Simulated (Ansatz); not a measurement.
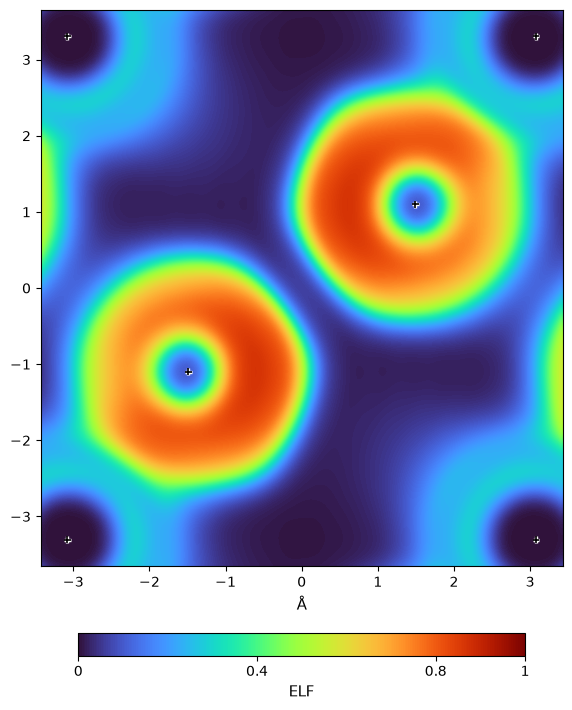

The ELF on a plane through atoms (crosses mark nuclei in the plane).

Level of theory: DFT PBEsol, scalar-relativistic, plane waves, PAW in Ansatz.

Candidates:
A. SnSe2, a = 3.82 Å, b = 3.82 Å, c = 6.15 Å, α = 90.00°, β = 90.00°, γ = 120.00°. Space group P-3m1; a structure from a database of computed crystals, not necessarily the ambient phase.
B. TaN, a = 5.02 Å, b = 5.02 Å, c = 2.85 Å, α = 90.00°, β = 90.00°, γ = 120.00°. Space group P-62m; changed on purpose from its base cell (strain -0.030 along x and y, -0.015 along z, atoms carried along); not relaxed (largest force 0.5 eV/Å); computed pressure about 30 GPa in this cell.
C. GaAs, a = 5.66 Å, b = 5.66 Å, c = 5.66 Å, α = 90.00°, β = 90.00°, γ = 90.00°. Space group F-43m.

Question: Which system is this?

Answer: Candidate A: SnSe2 on the (110) plane of the conventional cell, which holds Sn and Se. Sn–Se (2.72 Å): the ELF is about 0.60 at the midpoint.
